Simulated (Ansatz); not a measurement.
Read the following structure.

```
C
1.0
     2.35205    0.00000    0.00000
    -1.17603    2.04147    0.00836
     0.00000    0.03350    8.42731
C
2
Direct
  0.32897 0.65793 0.49331
  0.67103 0.34207 0.50669
```

Interpret the file: composition, symmetry and coordination.

The element is carbon. The cell holds two atoms. C bonds to three C in a trigonal planar arrangement at 1.35 to 1.40 Å. The bonds build C layers parallel to (001).

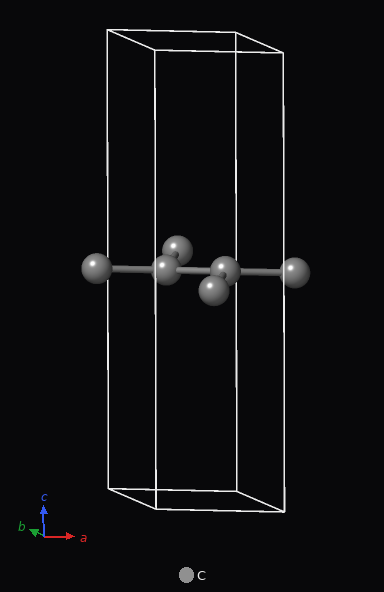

The figure gives a ball-and-stick picture of the atoms, viewed slightly off an axis. The wireframe shows the simulation cell. Atoms just outside the outline that bond to atoms inside are added. Colours: carbon grey.

The model was built from a structure listed in the Materials Project. The cell was then strained or its atoms displaced on purpose. A calculation with Ansatz used it as input.

At this level of theory the cell isn't at rest (compressed, at 17 GPa and forces up to 2.5 eV/Å), so its distances can differ from those at equilibrium, the more so the softer the solid.
